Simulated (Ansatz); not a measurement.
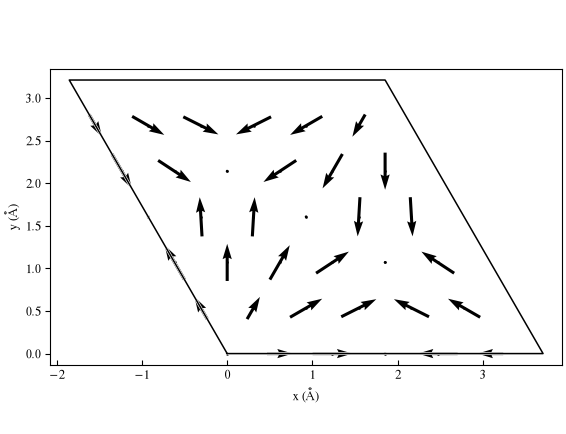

A bilayer of two PtSe₂ sheets (1T type), the upper one turned by 180 degrees about the normal (6 atoms in the cell). The upper layer of a bilayer is slid over the lower one; relaxed at each slide: the heights of all atoms; the origin of the map has Se4 above Se3. Places are given modulo a cell vector. The map is drawn in real space over the plane of the slide. The scan uses a 6 × 6 grid; 7 points were computed and 29 follow by symmetry. All numbers below come from DFT PBE+D3(BJ), scalar-relativistic, plane waves, PAW in Ansatz. Settings: cutoff 420 eV, k-mesh 9×9×1, gaussian smearing 0.05 eV, no spin polarisation.

The picture shows dots at the grid points, arrows along the force (downhill), their lengths compressed, the outline of one cell of the plane.

> The arrows alone are given. Where are the wells?

The arrows converge at (2/6, 4/6) of the cell vectors; (4/6, 2/6) of the cell vectors (read from the interpolated surface).

The energy map of the same scan:

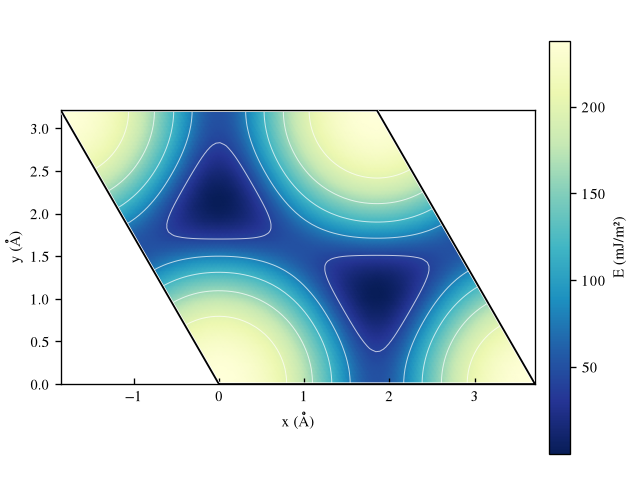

Energies are in mJ/m², from the lowest grid point; between grid points the surface is interpolated.

PAW datasets: the set soft_1.
